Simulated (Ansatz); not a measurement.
## WC: geometry relaxation (part 3 of 3)

WC (slab, 24 atoms in the cell); DFT PBE+D3(BJ), scalar-relativistic, plane waves, PAW, no spin polarisation (Ansatz 0.2.0); cutoff 420 eV, 6×6×1 k-mesh, Gaussian smearing of 0.1 eV. The structure derives from an entry of the Crystallography Open Database. The input holds or restrains some coordinates. Forces given for the steps count only the free coordinates. It belongs to a series of runs on one base structure; here: clean slab, lower half held.

Geometry of the input (Å; fractional positions):
```
5.8038  0.0000  0.0000
-2.9019  5.0262  0.0000
0.0000  0.0000  24.0817
C  0.3333  0.1667  0.3530
C  0.3333  0.6667  0.3530
C  0.8333  0.1667  0.3530
C  0.8333  0.6667  0.3530
W  0.0000  0.0000  0.4118
W  0.0000  0.5000  0.4118
W  0.5000  0.0000  0.4118
W  0.5000  0.5000  0.4118
C  0.3333  0.1667  0.4706
C  0.3333  0.6667  0.4706
C  0.8333  0.1667  0.4706
C  0.8333  0.6667  0.4706
W  0.0000  0.0000  0.5294
W  0.0000  0.5000  0.5294
W  0.5000  0.0000  0.5294
W  0.5000  0.5000  0.5294
C  0.3333  0.1667  0.5882
C  0.3333  0.6667  0.5882
C  0.8333  0.1667  0.5882
C  0.8333  0.6667  0.5882
W  0.0000  0.0000  0.6470
W  0.0000  0.5000  0.6470
W  0.5000  0.0000  0.6470
W  0.5000  0.5000  0.6470
```

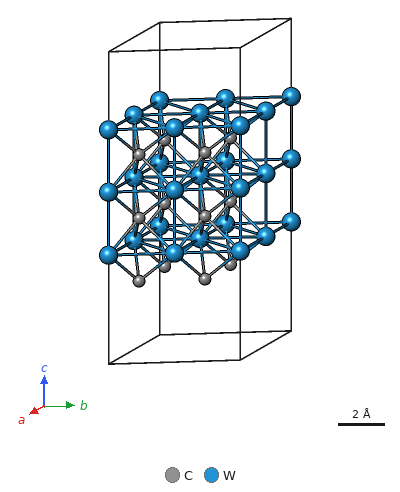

*The geometry at step 3 of the log (ball-and-stick view of the cell of the calculation, with the vacuum cut short, seen slightly off an axis).*

## Output, continued
```
  k-point 6: bands = ["-70.2408", "-70.2408", "-70.2408", "-70.2110", "-70.1749", "-70.1749", "-70.1749", "-70.1463", "-69.9010", "-69.9010", "-69.9010", "-69.8711", "-34.8277", "-34.8277", "-34.8277", "-34.7709", "-34.7475", "-34.7194", "-34.6557", "-34.6557", "-34.6557", "-34.5489", "-34.5169", "-34.4677", "-34.4677", "-34.4677", "-34.4490", "-34.4427", "-34.4427", "-34.4427", "-34.4016", "-34.3950", "-34.3382", "-34.3382", "-34.3382", "-34.3318", "-34.3318", "-34.3318", "-34.1493", "-34.1493", "-34.1493", "-34.1283", "-34.1283", "-34.1283", "-34.0623", "-34.0140", "-34.0140", "-34.0140", "-8.6258", "-8.6258", "-8.6258", "-7.8500", "-7.8500", "-7.8500", "-7.2764", "-6.8901", "-6.1138", "-6.1138", "-6.1138", "-5.1520", "-3.1614", "-2.3426", "-2.3426", "-2.3426", "-2.1533", "-1.9308", "-1.8647", "-1.8647", "-1.8647", "-1.4197", "-1.1989", "-1.1989", "-1.1989", "-0.8715", "-0.8715", "-0.8715", "-0.5604", "-0.0577", "0.1214", "0.1214", "0.1214", "0.3232", "0.5354", "0.5354", "0.5354", "1.0350", "1.0350", "1.0350", "1.1159", "1.1159", "1.1159", "1.9373", "1.9373", "1.9373", "2.0122", "2.0122", "2.0122", "2.5576", "2.5928", "2.7455", "2.7455", "2.7455", "2.7791", "3.0115", "3.0151", "3.1664", "3.1664", "3.1664", "3.5238", "4.4509", "4.4509", "4.4509", "4.6875", "4.6875", "4.6875", "5.5544", "5.5544", "5.5544", "5.7135", "5.8336", "5.8674", "5.8674", "5.8674", "6.2583", "6.2583", "6.2583", "6.5856", "7.6446", "7.7973", "7.7973", "7.7973", "7.9772"]
--- Relaxed structure (5 steps of the walk, 5 accepted, 0 SCFs on fresh bases) ---
  F+E_penalty+E_count = -127619.89859177 eV   max|allowed force component| = 7.300e-3 eV/Å
  atoms:
    - { symbol: C, position: [0.33333333333333326, 0.16666666666666666, 0.35296564039999995] }
    - { symbol: C, position: [0.3333333333333332, 0.6666666666666666, 0.35296564039999995] }
    - { symbol: C, position: [0.8333333333333333, 0.16666666666666666, 0.35296564039999995] }
    - { symbol: C, position: [0.8333333333333333, 0.6666666666666666, 0.35296564039999995] }
    - { symbol: W, position: [-3.4694469519536136e-17, 2.5876291848910314e-17, 0.41177938419999993] }
    - { symbol: W, position: [-5.551115123125783e-17, 0.5, 0.41177938419999993] }
    - { symbol: W, position: [0.4999999999999999, 2.587629184931421e-17, 0.41177938419999993] }
    - { symbol: W, position: [0.4999999999999999, 0.5, 0.41177938419999993] }
    - { symbol: C, position: [0.33333333333333326, 0.16666666666666666, 0.4705931280999999] }
    - { symbol: C, position: [0.3333333333333332, 0.6666666666666666, 0.4705931280999999] }
    - { symbol: C, position: [0.8333333333333333, 0.16666666666666666, 0.4705931280999999] }
    - { symbol: C, position: [0.8333333333333333, 0.6666666666666666, 0.4705931280999999] }
    - { symbol: W, position: [-3.47047432302565e-17, 2.5886565559630683e-17, 0.529339965886726] }
    - { symbol: W, position: [-5.551115123125783e-17, 0.5, 0.529339965886726] }
    - { symbol: W, position: [0.4999999999999999, 2.5886565559749607e-17, 0.529339965886726] }
    - { symbol: W, position: [0.4999999999999999, 0.5, 0.529339965886726] }
    - { symbol: C, position: [0.33333333333333326, 0.16666666666666666, 0.589473807362829] }
    - { symbol: C, position: [0.3333333333333332, 0.6666666666666666, 0.589473807362829] }
    - { symbol: C, position: [0.8333333333333333, 0.16666666666666666, 0.589473807362829] }
    - { symbol: C, position: [0.8333333333333333, 0.6666666666666666, 0.589473807362829] }
    - { symbol: W, position: [-3.485122407577466e-17, 2.603304640514884e-17, 0.6460135188632962] }
    - { symbol: W, position: [-5.551115123125783e-17, 0.5, 0.6460135188632962] }
    - { symbol: W, position: [0.4999999999999999, 2.603304640514231e-17, 0.6460135188632962] }
    - { symbol: W, position: [0.4999999999999999, 0.5, 0.6460135188632962] }
```

## Trajectory as extended XYZ (Å, eV, eV/Å), 5 frames, from step=1 to step=5
```
24
Lattice="5.8038 0.0000 0.0000 -2.9019 5.0262 0.0000 0.0000 0.0000 24.0817" Properties=species:S:1:pos:R:3:forces:R:3 step=1 energy=-127619.80846
C     1.4510    0.8377    8.5000    0.0000   0.0000   4.7297
C     0.0000    3.3508    8.5000    0.0000   0.0000   4.7297
C     4.3529    0.8377    8.5000    0.0000   0.0000   4.7297
C     2.9019    3.3508    8.5000    0.0000   0.0000   4.7297
W     0.0000    0.0000    9.9163    0.0000   0.0000  -5.8299
W    -1.4510    2.5131    9.9163    0.0000   0.0000  -5.8299
W     2.9019    0.0000    9.9163    0.0000   0.0000  -5.8299
W     1.4510    2.5131    9.9163    0.0000   0.0000  -5.8299
C     1.4510    0.8377   11.3327    0.0000   0.0000   1.0556
C     0.0000    3.3508   11.3327    0.0000   0.0000   1.0556
C     4.3529    0.8377   11.3327    0.0000   0.0000   1.0556
C     2.9019    3.3508   11.3327    0.0000   0.0000   1.0556
W     0.0000    0.0000   12.7490    0.0000   0.0000   0.0214
W    -1.4510    2.5131   12.7490    0.0000   0.0000   0.0214
W     2.9019    0.0000   12.7490    0.0000   0.0000   0.0214
W     1.4510    2.5131   12.7490    0.0000   0.0000   0.0214
C     1.4510    0.8377   14.1653    0.0000   0.0000   0.8172
C     0.0000    3.3508   14.1653    0.0000   0.0000   0.8172
C     4.3529    0.8377   14.1653    0.0000   0.0000   0.8172
C     2.9019    3.3508   14.1653    0.0000   0.0000   0.8172
W     0.0000    0.0000   15.5817    0.0000   0.0000  -0.7938
W    -1.4510    2.5131   15.5817    0.0000   0.0000  -0.7938
W     2.9019    0.0000   15.5817    0.0000   0.0000  -0.7938
W     1.4510    2.5131   15.5817    0.0000   0.0000  -0.7938
24
Lattice="5.8038 0.0000 0.0000 -2.9019 5.0262 0.0000 0.0000 0.0000 24.0817" Properties=species:S:1:pos:R:3:forces:R:3 step=2 energy=-127619.87336
C     1.4510    0.8377    8.5000    0.0000   0.0000   4.7379
C     0.0000    3.3508    8.5000    0.0000   0.0000   4.7379
C     4.3529    0.8377    8.5000    0.0000   0.0000   4.7379
C     2.9019    3.3508    8.5000    0.0000   0.0000   4.7379
W     0.0000    0.0000    9.9163    0.0000   0.0000  -5.8123
W    -1.4510    2.5131    9.9163    0.0000   0.0000  -5.8123
W     2.9019    0.0000    9.9163    0.0000   0.0000  -5.8123
W     1.4510    2.5131    9.9163    0.0000   0.0000  -5.8123
C     1.4510    0.8377   11.3327    0.0000   0.0000   1.1084
C     0.0000    3.3508   11.3327    0.0000   0.0000   1.1084
C     4.3529    0.8377   11.3327    0.0000   0.0000   1.1084
C     2.9019    3.3508   11.3327    0.0000   0.0000   1.1084
W     0.0000    0.0000   12.7523    0.0000   0.0000  -0.5076
W    -1.4510    2.5131   12.7523    0.0000   0.0000  -0.5076
W     2.9019    0.0000   12.7523    0.0000   0.0000  -0.5076
W     1.4510    2.5131   12.7523    0.0000   0.0000  -0.5076
C     1.4510    0.8377   14.1750    0.0000   0.0000   0.1649
C     0.0000    3.3508   14.1750    0.0000   0.0000   0.1649
C     4.3529    0.8377   14.1750    0.0000   0.0000   0.1649
C     2.9019    3.3508   14.1750    0.0000   0.0000   0.1649
W     0.0000    0.0000   15.5344    0.0000   0.0000   0.3084
W    -1.4510    2.5131   15.5344    0.0000   0.0000   0.3084
W     2.9019    0.0000   15.5344    0.0000   0.0000   0.3084
W     1.4510    2.5131   15.5344    0.0000   0.0000   0.3084
24
Lattice="5.8038 0.0000 0.0000 -2.9019 5.0262 0.0000 0.0000 0.0000 24.0817" Properties=species:S:1:pos:R:3:forces:R:3 step=3 energy=-127619.89660
C     1.4510    0.8377    8.5000    0.0000   0.0000   4.7390
C     0.0000    3.3508    8.5000    0.0000   0.0000   4.7390
C     4.3529    0.8377    8.5000    0.0000   0.0000   4.7390
C     2.9019    3.3508    8.5000    0.0000   0.0000   4.7390
W     0.0000    0.0000    9.9163    0.0000   0.0000  -5.8289
W    -1.4510    2.5131    9.9163    0.0000   0.0000  -5.8289
W     2.9019    0.0000    9.9163    0.0000   0.0000  -5.8289
W     1.4510    2.5131    9.9163    0.0000   0.0000  -5.8289
C     1.4510    0.8377   11.3327    0.0000   0.0000   1.1323
C     0.0000    3.3508   11.3327    0.0000   0.0000   1.1323
C     4.3529    0.8377   11.3327    0.0000   0.0000   1.1323
C     2.9019    3.3508   11.3327    0.0000   0.0000   1.1323
W     0.0000    0.0000   12.7507    0.0000   0.0000  -0.1490
W    -1.4510    2.5131   12.7507    0.0000   0.0000  -0.1490
W     2.9019    0.0000   12.7507    0.0000   0.0000  -0.1490
W     1.4510    2.5131   12.7507    0.0000   0.0000  -0.1490
C     1.4510    0.8377   14.1903    0.0000   0.0000   0.0984
C     0.0000    3.3508   14.1903    0.0000   0.0000   0.0984
C     4.3529    0.8377   14.1903    0.0000   0.0000   0.0984
C     2.9019    3.3508   14.1903    0.0000   0.0000   0.0984
W     0.0000    0.0000   15.5553    0.0000   0.0000   0.0083
W    -1.4510    2.5131   15.5553    0.0000   0.0000   0.0083
W     2.9019    0.0000   15.5553    0.0000   0.0000   0.0083
W     1.4510    2.5131   15.5553    0.0000   0.0000   0.0083
24
Lattice="5.8038 0.0000 0.0000 -2.9019 5.0262 0.0000 0.0000 0.0000 24.0817" Properties=species:S:1:pos:R:3:forces:R:3 step=4 energy=-127619.89859
C     1.4510    0.8377    8.5000    0.0000   0.0000   4.7408
C     0.0000    3.3508    8.5000    0.0000   0.0000   4.7408
C     4.3529    0.8377    8.5000    0.0000   0.0000   4.7408
C     2.9019    3.3508    8.5000    0.0000   0.0000   4.7408
W     0.0000    0.0000    9.9163    0.0000   0.0000  -5.8637
W    -1.4510    2.5131    9.9163    0.0000   0.0000  -5.8637
W     2.9019    0.0000    9.9163    0.0000   0.0000  -5.8637
W     1.4510    2.5131    9.9163    0.0000   0.0000  -5.8637
C     1.4510    0.8377   11.3327    0.0000   0.0000   1.1184
C     0.0000    3.3508   11.3327    0.0000   0.0000   1.1184
C     4.3529    0.8377   11.3327    0.0000   0.0000   1.1184
C     2.9019    3.3508   11.3327    0.0000   0.0000   1.1184
W     0.0000    0.0000   12.7474    0.0000   0.0000   0.0073
W    -1.4510    2.5131   12.7474    0.0000   0.0000   0.0073
W     2.9019    0.0000   12.7474    0.0000   0.0000   0.0073
W     1.4510    2.5131   12.7474    0.0000   0.0000   0.0073
C     1.4510    0.8377   14.1955    0.0000   0.0000   0.0010
C     0.0000    3.3508   14.1955    0.0000   0.0000   0.0010
C     4.3529    0.8377   14.1955    0.0000   0.0000   0.0010
C     2.9019    3.3508   14.1955    0.0000   0.0000   0.0010
W     0.0000    0.0000   15.5571    0.0000   0.0000  -0.0038
W    -1.4510    2.5131   15.5571    0.0000   0.0000  -0.0038
W     2.9019    0.0000   15.5571    0.0000   0.0000  -0.0038
W     1.4510    2.5131   15.5571    0.0000   0.0000  -0.0038
24
Lattice="5.8038 0.0000 0.0000 -2.9019 5.0262 0.0000 0.0000 0.0000 24.0817" Properties=species:S:1:pos:R:3:forces:R:3 step=5 energy=-127619.89859
C     1.4510    0.8377    8.5000    0.0000   0.0000   4.7409
C     0.0000    3.3508    8.5000    0.0000   0.0000   4.7409
C     4.3529    0.8377    8.5000    0.0000   0.0000   4.7409
C     2.9019    3.3508    8.5000    0.0000   0.0000   4.7409
W     0.0000    0.0000    9.9163    0.0000   0.0000  -5.8637
W    -1.4510    2.5131    9.9163    0.0000   0.0000  -5.8637
W     2.9019    0.0000    9.9163    0.0000   0.0000  -5.8637
W     1.4510    2.5131    9.9163    0.0000   0.0000  -5.8637
C     1.4510    0.8377   11.3327    0.0000   0.0000   1.1183
C     0.0000    3.3508   11.3327    0.0000   0.0000   1.1183
C     4.3529    0.8377   11.3327    0.0000   0.0000   1.1183
C     2.9019    3.3508   11.3327    0.0000   0.0000   1.1183
W     0.0000    0.0000   12.7474    0.0000   0.0000   0.0073
W    -1.4510    2.5131   12.7474    0.0000   0.0000   0.0073
W     2.9019    0.0000   12.7474    0.0000   0.0000   0.0073
W     1.4510    2.5131   12.7474    0.0000   0.0000   0.0073
C     1.4510    0.8377   14.1955    0.0000   0.0000   0.0010
C     0.0000    3.3508   14.1955    0.0000   0.0000   0.0010
C     4.3529    0.8377   14.1955    0.0000   0.0000   0.0010
C     2.9019    3.3508   14.1955    0.0000   0.0000   0.0010
W     0.0000    0.0000   15.5571    0.0000   0.0000  -0.0038
W    -1.4510    2.5131   15.5571    0.0000   0.0000  -0.0038
W     2.9019    0.0000   15.5571    0.0000   0.0000  -0.0038
W     1.4510    2.5131   15.5571    0.0000   0.0000  -0.0038
```

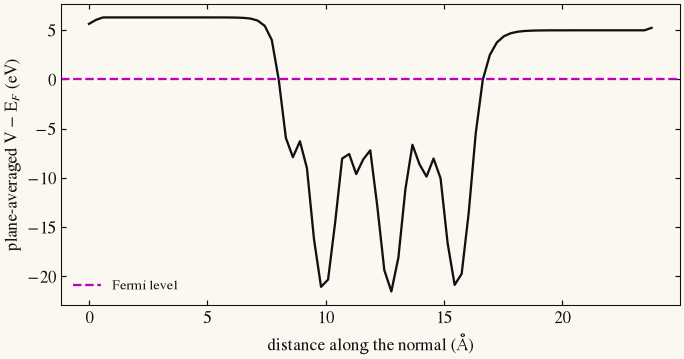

*Plane average of the electrostatic potential energy of an electron across the cell, from the Fermi level.*

The vacuum level lies 4.98 eV above the Fermi level on the upper side and 6.29 eV on the lower.

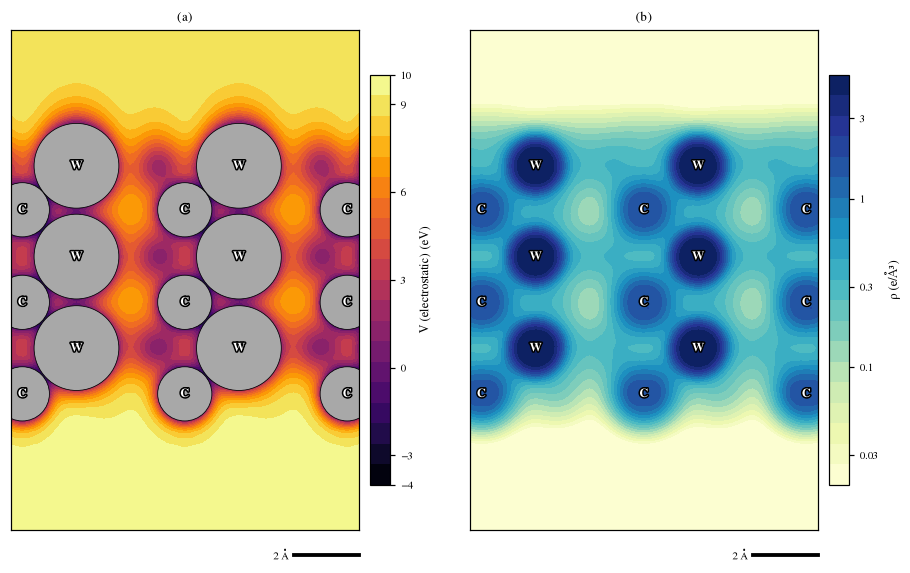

*(a) electrostatic potential (local pseudopotential plus Hartree) felt by an electron; (b) valence electron density on the (110) plane of the calculation cell, a cut from vacuum to vacuum. Grey discs, where drawn, cover atomic cores.*

Atoms in the plane: C and W. W–C (2.16 Å): the density is about 0.72 e/Å³ at the midpoint. W–W (2.83 Å): the density is about 0.36 e/Å³ at the midpoint. W–C (2.19 Å): ρ is about 0.72 e/Å³ halfway. The density dies away to nearly zero in the vacuum. In a PAW calculation such maps are meaningful between the atoms, not at the nuclei.

## Summary

- outcome: converged under the restraints of the input
- electrons treated: 216
- free energy: −127619.8986 eV
- work function, top face: 4.98 eV
- work function, bottom face: 6.29 eV
- Fermi energy: 3.705 eV
- gap on the k-point mesh: none (metallic)
- final volume: 702.50 Å³
- work function (upper face): 4.98 eV
- largest force (length of the vector) at the end, held atoms and coordinates included: 5.864 eV/Å
- hardware: 4 threads of Intel Xeon (Granite Rapids), 32 GiB of memory available, shared host
- wall time: 50 s (CPU time 3.2 min)
- peak memory: 2.1 GiB

## Remarks

The program warns: the exchange-correlation potential is rough where the density is thin. Spin–orbit coupling is left out, which matters for W.
